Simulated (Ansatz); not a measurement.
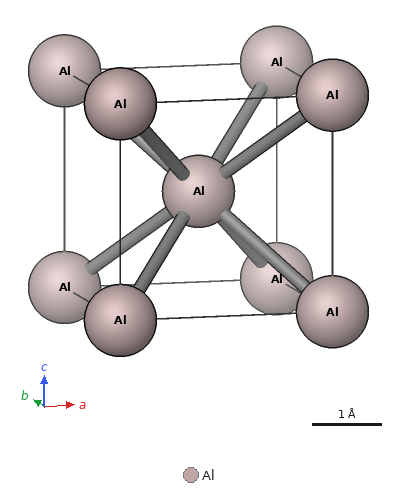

**Figure 1.** The structure as given in the input (ball-and-stick view of the cell of the calculation, seen slightly off an axis). Near neighbours in the crystal (not all of them lie inside the picture): Al has 8 Al at 2.76 Å.

# Run report: Al, single-point calculation

The run: single-point calculation of Al (Im-3m, 2 atoms in the cell). Method and program: DFT r2SCAN, scalar-relativistic, plane waves, PAW, no spin polarisation (Ansatz 0.2.0).

The structure derives from a Materials Project entry. It belongs to a series of runs on one base structure; here: the relaxed cell repeated 2 times.

Input file:
```yaml
crystal:
  lattice:
    - [0.0, -3.1887371512, 0.0]
    - [-3.1887371512, 0.0, 0.0]
    - [0.0, 0.0, -3.1887371512]
  atoms:
    - { symbol: Al, position: [0.5, 0.5, 0.5] }
    - { symbol: Al, position: [0.0, 0.0, 0.0] }
basis:
  ecutwfc: 500
kpoints:
  mp_grid: { grid: [10, 10, 10] }
hamiltonian:
  xc: r2scan
scf:
  occupations: { method: gaussian, width: 0.15 }
output:
  forces: true
  stress: true
  eigenvalues: true
  write_density: true
  write_potential: true
  elf: true
  volumetric_format: npy
```

Run as:
```bash
ansatz run input.yaml --threads 1 --pin off --max-ram 2560MiB --backend cpu --events-out ev --progress --plain --runs-dir out
```

What the program printed:
```
Engine: ansatz 0.2.0, x86_64-unknown-linux-gnu
Pseudopotentials: kind: paw
Pseudopotential: Al, paw, valence charge 3, recommended cutoff 500 eV (meta_gga), Al.paw.azcp
Functional definition: r2SCAN
  parameter k0 = 0.174
  parameter k1 = 0.065
  parameter a1 = 4.9479
  exchange = r2scan_x(k0 = k0, k1 = k1, a1 = a1)
  correlation = r2scan_c
Crystal: 2 atoms, lattice volume = 32.423 Å³
Basis set: ecut = 500 eV, 799 PW (Γ), exchange–correlation on 96×96×96 points (64 copies of the dense FFT grid, shifted against one another)
Bands: 7, of which v1, the nominal top of the filled ones, is band 3 counted from 1 (2 counted from 0)
Symmetry: 96 space group operations
Space group: Im-3m (ITA 229), of the structure as read, at distance tolerance 3.2e-5 Å
k-points: 56 of 1000
Non-local potential: Al, projectors of the file, l = 0: 2, l = 1: 2, l = 2: 1
PAW form: soft (Blöchl's): semilocal exchange-correlation on the pseudo side does not see the compensation charge
PAW frozen core: Al, regenerated for the run's functional (the file was generated under x = pbe(κ = 0.804, μ = 0.2195149727645171), c = pbe(β = 0.06672455060314922))
PAW one-centre angular grid: Al, 302 points (default); XC on 160 Gauss nodes
Initial density: superposition of atomic densities (neutral atoms: chi_scale 0, normalization atom), corrected by the library's trained network
Initial wavefunctions: pseudopotential atomic-orbital guess
Functional: x = r2scan, c = r2scan; τ floored in thin density (d = 2e-4 eV/Å³)
SCF iter   1: F=—  HF=-1080.577689 eV  |F-HF|=—  |Δ(HF+E_count)|=         —  Δρ=4.00e-3  dr2=5.81e-3  dr2_τ=8.51e-3  ethr=1.77e-3  ⟨swp⟩=5.1  Hψ=3154  notcnv=0
preconditioner: auto → none  [metal: Δε(μ)=0.074 eV  Ē_g=9.545 eV  σ=0.150 eV  W_gap=0.27  n_scr=6 (ndim 8)  ℏωp=16.0 eV  f_vac=0.000  D(μ)=1.40/eV (n_scr^D=18)  sad-step TF]
SCF iter   2: F=—  HF=-1080.591475 eV  |F-HF|=—  |Δ(HF+E_count)|=   1.38e-2  Δρ=3.51e-3  dr2=4.47e-3  dr2_τ=1.00e-5  ethr=9.69e-5  ⟨swp⟩=2.2  Hψ=1021  notcnv=0  defer=3
SCF iter   3: F=—  HF=-1080.590273 eV  |F-HF|=—  |Δ(HF+E_count)|=   1.20e-3  Δρ=3.51e-4  dr2=2.87e-5  dr2_τ=2.20e-6  ethr=7.44e-5  ⟨swp⟩=1.0  Hψ=377  notcnv=0  defer=3
SCF iter   4: F=—  HF=-1080.590275 eV  |F-HF|=—  |Δ(HF+E_count)|=   1.97e-6  Δρ=1.53e-4  dr2=6.71e-6  dr2_τ=2.69e-7  ethr=4.78e-7  ⟨swp⟩=2.0  Hψ=543  notcnv=0  defer=3
SCF iter   5: F=—  HF=-1080.590272 eV  |F-HF|=—  |Δ(HF+E_count)|=   2.94e-6  Δρ=3.52e-5  dr2=3.93e-7  dr2_τ=4.70e-10  ethr=1.12e-7  ⟨swp⟩=2.1  Hψ=554  notcnv=0  defer=3
SCF iter   6: F=-1080.590272 eV  HF=-1080.590272 eV  |F-HF|=1.22e-9  |Δ(HF+E_count)|=   2.98e-9  Δρ=1.09e-5  dr2=3.85e-8  dr2_τ=4.87e-11  ethr=1.67e-9  ⟨swp⟩=7.3  Hψ=2118  notcnv=0
SCF 1 converged in 6 iterations: F = -1080.590272 eV  dr2 = 3.85e-8
  greatest PAW one-centre occupation: 0.450 electrons in one spin orbital (limit 2), on the Al atom at site 1 (counted from 0), in its partial waves of l = 0
SCF converged after 6 iterations
Free energy (F): -1080.590272 eV
Harris-Foulkes:  -1080.590272 eV  (|F-HF|=1.22e-9)
Internal energy: -1080.574774 eV  (E = F + TS)
E sigma→0 (E₀):  -1080.582523 eV
Entropy (-TS):   -0.015499 eV (-7.749 meV/atom)
Fermi energy:    8.201615 eV
--- Per-component energies (eV) ---
  E_band       = 20.528409
  E_kinetic    = 46.342451
  E_local      = 21.198618  (includes V_loc(G=0)·N_el)
  E_nonlocal   = 19.458851
  E_hartree    = 0.164744
  E_xc         = -73.544919
  E_vxc        = -62.504671  (∫ρ·V_xc dr)
  E_paw        = -946.168400  (= ΣΔE_a)
  E_vpaw       = -6.783373  (= ΣTr[D̂ρ^β])
  E_aug_tail   = -0.000001  (compensation charges beyond the density's cutoff)
  E_vtau       = 2.487011  (kinetic-family band-sum trace: ∫τ·v_τ [+ j·A + Jᵃ·Aᵃ] dr)
  E_ewald      = -147.905902
  E_core_change = -0.120216  (= ΣΔE_core)
  E_smearing   = -0.015499  (= −TS)
  E_closure    = 0.000000  (closes the sum)
  Σ components = -1080.590272   (vs F -1080.590272, Δ=0.00e0)
--- Forces (eV/Å), atoms counted from 1 ---
  atom   1  Al    -0.00000000     0.00000000     0.00000000
  atom   2  Al    -0.00000000     0.00000000    -0.00000000
  max |Σ_I F_I| component: 5.01e-31 eV/Å
--- Stress (GPa, compression-positive) ---
        0.068558       0.000000       0.000000
        0.000000       0.068558       0.000000
        0.000000       0.000000       0.068558
  P = ⅓ Tr σ = 0.0686 GPa (0.686 kbar)
--- Band table (eV; the first three rows and the last of 56) ---
  k-point 0: bands = ["-3.8132", "10.2090", "10.2090", "10.2090", "11.1105", "11.1105", "14.8786"]
  k-point 1: bands = ["-3.6585", "8.1257", "10.3443", "10.3443", "11.2666", "12.7986", "15.6646"]
  k-point 2: bands = ["-3.1954", "5.7497", "10.7503", "10.7503", "11.7345", "13.9337", "18.0634"]
  k-point 55: bands = ["6.9914", "6.9914", "6.9914", "6.9914", "6.9914", "6.9914", "9.0701"]
```

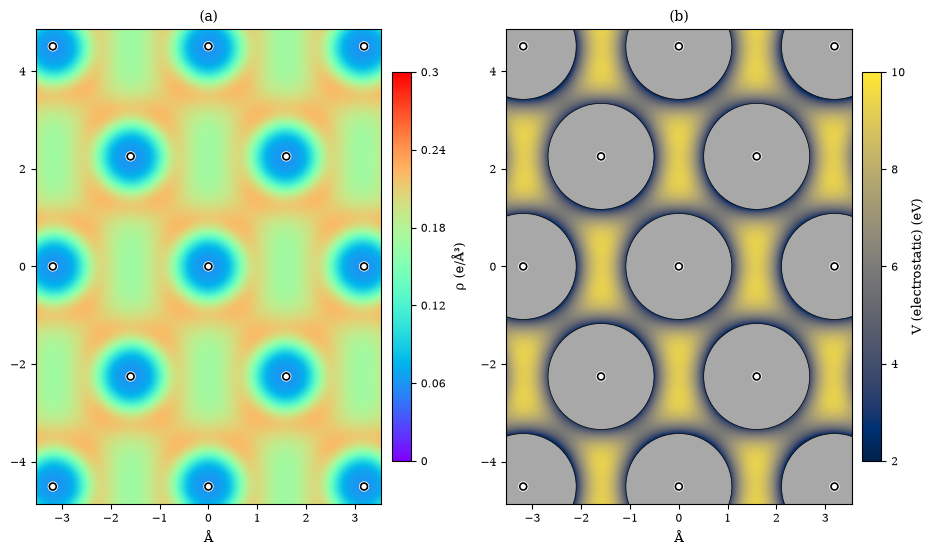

**Figure 2.** (a) valence pseudo-density; (b) electrostatic potential energy of an electron on the (110) plane of the conventional cell. Circles mark the nuclei in the plane (Al). Grey discs, where drawn, cover atomic cores. The section cuts through Al sites. Al–Al (2.76 Å): the density is about 0.21 e/Å³ at the midpoint. Away from the nuclei the density in this plane falls to 0.17 e/Å³ at its lowest. Outside the cores the potential energy rises away from the atoms and is highest about 1.7 Å from the nearest atoms; outside the discs it spans about 7 eV, and its zero is arbitrary. The fields are those of the smooth PAW valence density.

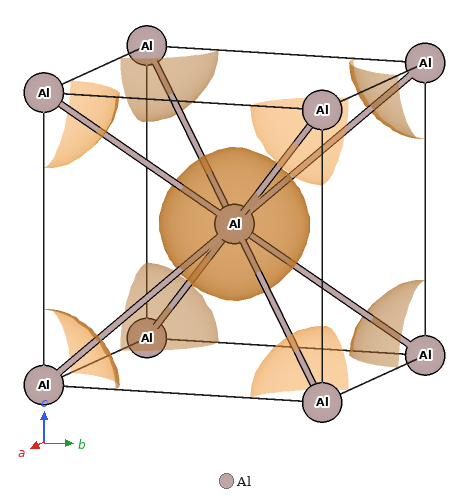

**Figure 3.** Isosurface of the ELF at 0.4 (orange), seen slightly off an axis. Core shells and regions of very low density are left out. Sticks mark near contacts. The outline is the cell set on symmetry axes. Values along the shortest contacts: Al–Al (2.76 Å): the ELF peaks at about 0.65 between the atoms.

Summary:

```csv
quantity,value
outcome,converged
space group (tolerance 0.01 Å),Im-3m (229)
electrons treated,6
free energy,−1080.5903 eV
Fermi energy,8.202 eV
gap on the k-point mesh,none (metallic)
pressure,0.07 GPa
largest force (length of the vector),under 0.001 eV/Å
hardware,"1 thread of Oxide Virtual Turin-like (Zen 5), 32 GiB of memory available, shared host"
wall time,2.2 s
peak memory,0.38 GiB
```
